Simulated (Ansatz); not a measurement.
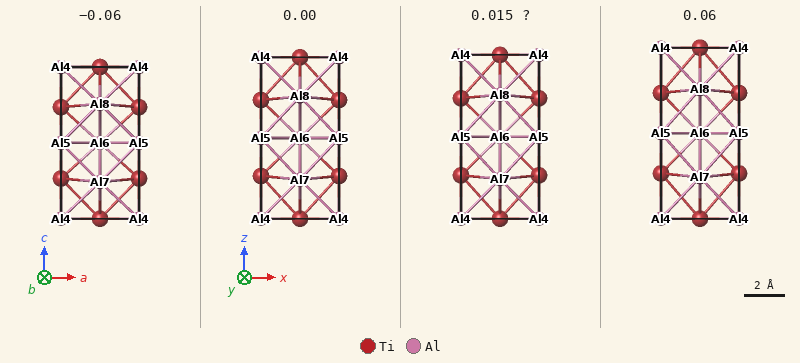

Energy scan for a crystal of Ti3Al5 (Pmmm), in which the cell is strained along z alone, with the atoms kept at their fractional coordinates. x, y and z are the Cartesian axes of the input. Style: ball-and-stick. Shown: the cell of the calculation, along the b axis.

Level of theory: DFT r2SCAN, scalar-relativistic, plane waves, PAW (Ansatz). Set-up: plane-wave cutoff 500 eV; k-point mesh 10 × 10 × 6; occupations gaussian; smearing width 0.15 eV; no spin polarisation. Energies (free energies at the smearing named) are counted from the relaxed crystal.

```
strain  E − E(ref) (meV/atom)
−0.060                   41.6
−0.030                   10.1
 0.000                    0.0
 0.015                      ?
 0.045                   20.2
 0.060                   35.1
```

> Fill in the missing row.

A straight line between the two neighbours gives 6.7 meV/atom. A cubic through the four nearest rows (−0.030, 0.000, 0.045, 0.060) gives, with Lagrange weights, (−0.1000)(10.1) + (0.7500)(0.0) + (0.6000)(20.2) + (−0.2500)(35.1) = 2.3 meV/atom. The calculation gives 2.3 meV/atom, so the cubic is right to the digits shown and the straight line 4.4 meV/atom too high, as the curve bends upwards here.

The whole profile:

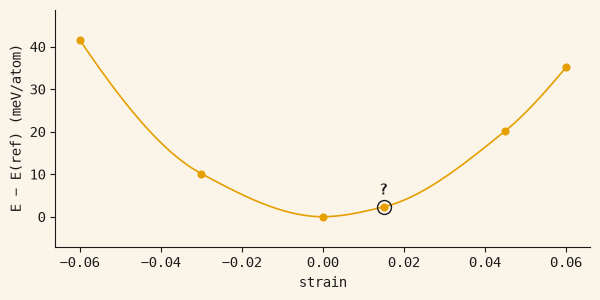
